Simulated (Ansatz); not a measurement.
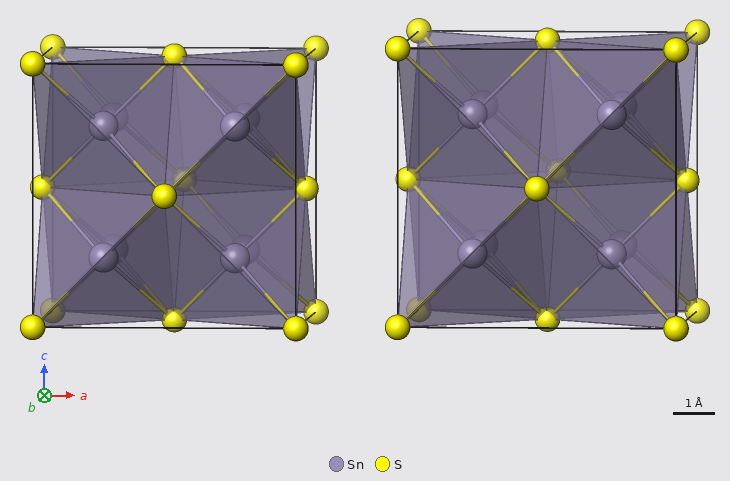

Two geometries of a crystal of Sn2S (built on the fluorite_225 type) (coarse preliminary run), drawn at one scale. One is the start of a relaxation, the other its converged end. The picture is a polyhedral view of the conventional cell (4 times the calculation's cell), seen from a free direction. Lengths and directions refer to the drawn axes.

Level of theory: Ansatz, DFT PBE, scalar-relativistic, plane waves, PAW. Set-up: plane-wave cutoff 420 eV; k-point mesh 4 × 4 × 4; occupations gaussian; smearing width 0.1 eV; no spin polarisation; cell and atoms relaxed; force threshold 0.04 eV/Å; at most 70 steps.

Q: Which one is relaxed?

A: The right one is the relaxed one. Case: anti-fluorite type (Fm-3m, No. 225). The atoms keep their places relative to the cell (all moves are under 0.005 Å). The volume changes by +18.3 %, with a = b = c 6.572 → 6.950 Å (+5.8 %). Among the contacts that change: S–Sn 2.846 → 3.010 Å. The space group stays Fm-3m (No. 225). After 2 accepted moves (3 points after the start) the energy has fallen by 0.366 eV per cell of the calculation. All forces vanish by symmetry, so only the cell relaxes. The pressure goes from 9.88 to 0.20 GPa. The SCF was repeated once at an unchanged geometry on a basis and grid sized afresh for the cell, which shifted the energy by 2.5 meV per cell of the calculation at most. The run took 6.6 s on 1 thread of Intel(R) Xeon(R) Platinum 8488C (Sapphire Rapids) (shared host), peak memory 0.38 GiB.
